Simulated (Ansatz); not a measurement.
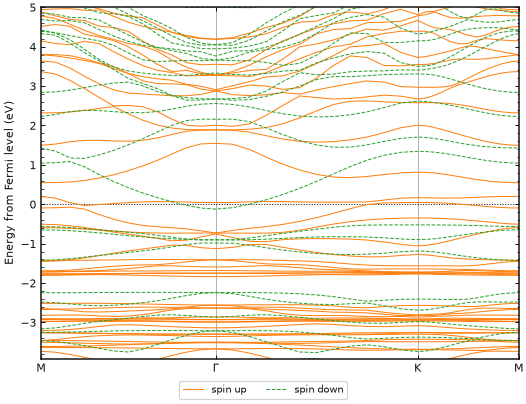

Band structure. Energies are counted from the Fermi level.

Structure: a (111) slab cut from EuS (Fm-3m), ended by S above and Eu below, 6 atoms in the cell.

Method: DFT PBE+U, scalar-relativistic, plane waves, PAW, Ueff = 6 eV on Eu f, spin-polarised, 9×9×1 k mesh, 420 eV cutoff (Ansatz 0.2.0).

Question: Does this material conduct, going by its bands?

Answer: A metal: bands cross the Fermi level along this path.

Question: Which levels at M lie nearest to the Fermi level?

Answer: At M the nearest levels lie 0.09 eV below and 0.20 eV above the Fermi level.

Question: Are there flat bands near the Fermi level?

Answer: 3 bands within 1.5 eV of the Fermi level are narrower than 0.3 eV along the path; they lie between −1.6 and 0.2 eV and signal localised states.

The run may have settled in a state above the lowest, so this need not be the ground state. Spin-orbit coupling is left out, which matters for Eu.
